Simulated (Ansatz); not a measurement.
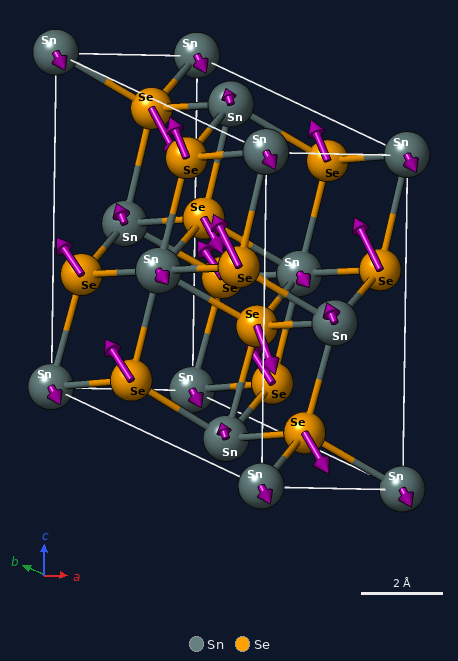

A relaxation of crystalline SnSe2 (built on the fluorite type). The starting structure is drawn; purple arrows show the displacements (the part carried along by the change of the cell is left out), magnified 3 times.

The picture is a ball-and-stick view of the cell of the calculation, reduced to other axes, seen from a free direction. Lengths and directions refer to the drawn axes.

Case: shaken.

Method: Ansatz 0.2.0, DFT, PBEsol, plane waves, PAW.

The input:
```yaml
crystal:
  lattice:
    - [0.0809735799, 6.7924496054, 6.690352404]
    - [6.8870885526, 0.0065400093, 6.7647859746]
    - [3.3938393567, 3.3837366684, 0.0529749242]
  atoms:
    - { symbol: Sn, position: [0.0003219248, 0.0025402716, -0.0058192313] }
    - { symbol: Se, position: [0.1292744686, 0.1278200957, 0.2365125848] }
    - { symbol: Se, position: [0.3688716694, 0.3756089187, 0.759970841] }
    - { symbol: Sn, position: [-0.0034558328, 0.4960387142, 0.0044178208] }
    - { symbol: Se, position: [0.122169204, 0.6218940776, 0.2570708247] }
    - { symbol: Se, position: [0.3801170801, 0.8714723544, 0.7528784408] }
    - { symbol: Sn, position: [0.5031148348, 6.80037e-05, -0.0050424918] }
    - { symbol: Se, position: [0.6238549708, 0.1338638291, 0.243480036] }
    - { symbol: Se, position: [0.8676718494, 0.3773245951, 0.7585100516] }
    - { symbol: Sn, position: [0.5031254932, 0.497756507, 0.0007837151] }
    - { symbol: Se, position: [0.6224974443, 0.622963608, 0.2508730799] }
    - { symbol: Se, position: [0.8747618534, 0.8765754424, 0.7423607324] }
kpoints:
  mp_grid: { grid: [4, 4, 4] }
hamiltonian:
  xc: pbesol
scf:
  occupations: { method: fermi_dirac, width: 0.05 }
relax:
  f_tol: 0.01
  cell: {}
  max_steps: 120
output:
  write_density: true
  write_potential: true
  elf: true
  volumetric_format: npy
```

Atoms of which element are displaced furthest, and by how much?

Answer. Selenium: up to 0.54 Å, against 0.21 Å for tin.

Describe the change and its energy.

Answer. The energy falls by 256 meV per atom in 15 accepted moves (17 points after the start). Largest force component: 0.16 eV/Å at the start, 0.0026 eV/Å at the end. The pressure goes from 0.35 to −0.01 GPa. At 2 points the geometry stayed and the basis and grid were re-selected for the new cell (energy shift of 1.2 meV per atom at most each time). The largest move relative to the cell is that of Se5, 0.54 Å along [0 1 1]. By element the largest moves are Se 0.54 Å, Sn 0.21 Å. The volume changes by +2.4 %, with a 4.793 → 5.152 Å (+7.5 %), b 8.164 → 7.821 Å (−4.2 %), c 8.286 → 7.817 Å (−5.7 %), α 71.5° → 91.5°, β 88.9° → 90.0°, γ 89.1° → 90.0°. Near-neighbour distances that change, for instance: Se5–Se6 3.388 → 2.616 Å, Se11–Se12 3.377 → 2.616 Å, Se2–Se3 3.256 → 2.616 Å, Se8–Se9 3.253 → 2.616 Å. Among the angles between lasting bonds that change: Se3–Sn4–Se12 109.0° → 152.6°, Sn1–Se5–Sn10 109.2° → 152.6°, Sn4–Se12–Sn7 109.6° → 152.6°. The space group (tolerance 0.01 Å) goes from P1 (No. 1) to Pmmn (No. 59). The run took 5.8 min on 1 × NVIDIA H100 80GB HBM3 with 2 threads of AMD EPYC 7R13 Processor (Zen 3), with other jobs on the host, peak memory 1.4 GiB.
